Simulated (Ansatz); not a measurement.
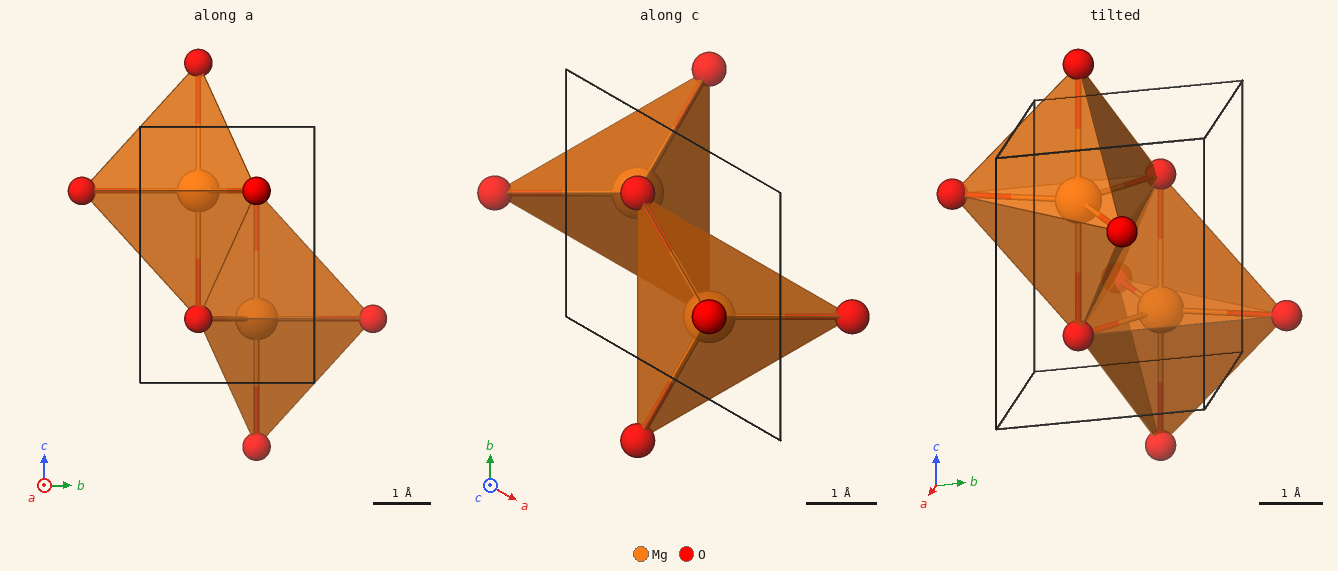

The figure gives a polyhedral picture of the atoms, viewed along the a axis, along the c axis and slightly off an axis. The lines enclose the conventional unit cell; boundary atoms appear with their images. Some atoms of the next cells are drawn as well. Cell: a = 3.559 Å, b = 3.559 Å, c = 4.515 Å, α = 90.00°, β = 90.00°, γ = 120.00°.

Formula: MgO. Space group: P6_3/mmc (No. 194). Lattice: primitive hexagonal. There are 4 atoms in the cell: 2 Mg, 2 O. The polyhedra are MgO5 trigonal bipyramids; they share corners and edges. Mg is linked to five O in a distorted trigonal bipyramidal arrangement at about 2.1 to 2.3 Å. The O atoms are each bonded to five Mg in a distorted trigonal bipyramidal arrangement at about 2.1 to 2.3 Å. The bonds build a three-dimensional framework.

The model was built from a structure listed in the Materials Project. The cell was then strained or its atoms displaced on purpose. It went into a calculation with Ansatz.

At this level of theory the cell isn't at rest (stretched, at -11 GPa), so its distances can differ from those at equilibrium, the more so the softer the solid.
